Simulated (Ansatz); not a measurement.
System TiO₂ (space group P4_2/mnm, No. 136); source of the atomic positions: the input geometry of an electronic-structure calculation (not necessarily at equilibrium).

```yaml
crystal:
  lattice:
    - [4.59410, 0.00000, 0.00000]
    - [0.00000, 4.59410, 0.00000]
    - [0.00000, 0.00000, 2.95890]
  atoms:
    - { symbol: Ti, position: [0.00000, 0.00000, 0.00000] }
    - { symbol: Ti, position: [0.50000, 0.50000, 0.50000] }
    - { symbol: O, position: [0.30570, 0.30570, 0.00000] }
    - { symbol: O, position: [0.19430, 0.80570, 0.50000] }
    - { symbol: O, position: [0.69430, 0.69430, 0.00000] }
    - { symbol: O, position: [0.80570, 0.19430, 0.50000] }
```

Bonds are taken as O–Ti below 2.2 Å. The graph is simplified in the usual way: terminal and isolated atoms are pruned, two-connected atoms become edges.

Derive the underlying net.

The result is a binodal (3,6)-connected, three-periodic net: O is a 3-connected node; Ti is a 6-connected node, in the ratio 2:1. It is the rtl net, known from rutile. It is a single net, without interpenetration.

```tsv
node	links	point symbol	coordination sequence
O	3	4·6²	3 14 19 62 51
Ti	6	4²·6¹⁰·8³	6 10 38 34 102
```

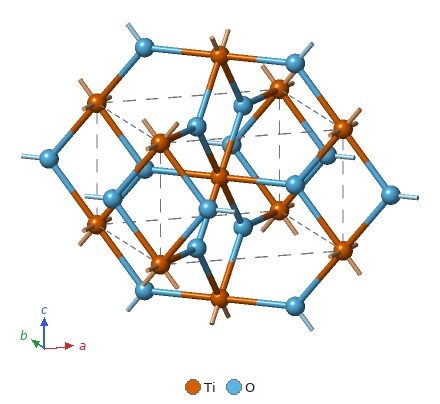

Nodes are coloured by topological kind. Short stubs are edges that leave the cut-out.
